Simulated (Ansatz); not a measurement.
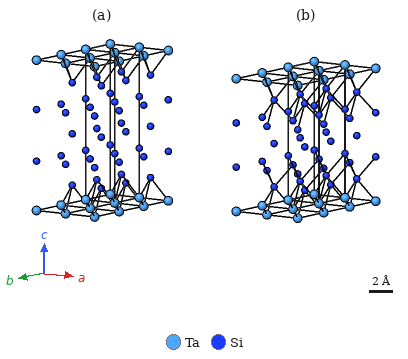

The structure of a crystal of TaSi5 (a generated structure, set up in P-6m2) (coarse preliminary run) before (left) and after (right) a relaxation, at one scale.

The picture is a ball-and-stick view of the cell of the calculation, repeated 2 × 3 × 1 with one cell outlined, seen from a free direction.

All numbers below come from DFT PBE, scalar-relativistic, plane waves, PAW (Ansatz 0.2.0).

The input:
```yaml
crystal:
  lattice:
    - [2.7807639748, 0.0, 0.0]
    - [-1.3903819874, 2.4082122441, 0.0]
    - [0.0, 0.0, 13.9099991222]
  atoms:
    - { symbol: Ta, position: [0.0, 0.0, 0.0] }
    - { symbol: Si, position: [0.6666666667, 0.3333333333, 0.8408732335] }
    - { symbol: Si, position: [0.0, 0.0, 0.671627947] }
    - { symbol: Si, position: [0.6666666667, 0.3333333333, 0.5] }
    - { symbol: Si, position: [0.0, 0.0, 0.328372053] }
    - { symbol: Si, position: [0.6666666667, 0.3333333333, 0.1591267665] }
basis:
  ecutwfc: 420
kpoints:
  mp_grid: { grid: [6, 6, 2] }
hamiltonian:
  xc: pbe
scf:
  occupations: { method: gaussian, width: 0.1 }
  lower_state_search: "off"
output:
  forces: true
  stress: true
  eigenvalues: true
relax:
  adjacent_minimum: "off"
  f_tol: 0.04
  max_steps: 70
  cell: { stress_tol: 0.4 }
```

Launched with:
```bash
ansatz run input.yaml --threads 1 --pin off --max-ram 2560MiB --backend cpu --events-out ev --progress --plain --runs-dir out
```

What changed between the two?

Answer. After 6 accepted moves (8 points after the start) the energy has fallen by 111 meV per atom. The largest force component goes from 0.27 to 0.0062 eV/Å. Pressure: 0.35 GPa at the start and −0.03 GPa at the end. The line search rejected the trial step at point 4 of the run. At 1 point the geometry stayed and the basis and grid were re-selected for the new cell (energy shift of 0.4 meV per atom at most each time). The largest moves relative to the cell, 0.17 Å, are those of Si2 and Si6. Si6 goes along +c. Ta stays in place. Cell: a = b 2.781 → 2.941 Å (+5.8 %), c 13.910 → 12.283 Å (−11.7 %). Volume −1.2 %. Some distances before and after: Si2–Si3 2.850 → 2.604 Å, Ta1–Ta1 2.781 → 2.941 Å, Ta1–Si2 2.734 → 2.720 Å. Among the angles between lasting bonds that change: Ta1–Si6–Ta1 61.1° → 65.5°. The space group stays P-6m2 (No. 187). The run took 29 s on 1 thread of Arm Neoverse V1, with other jobs on the host, peak memory 0.32 GiB.

Limits of the set-up: the k-point mesh is coarse for a cell with partly filled bands.
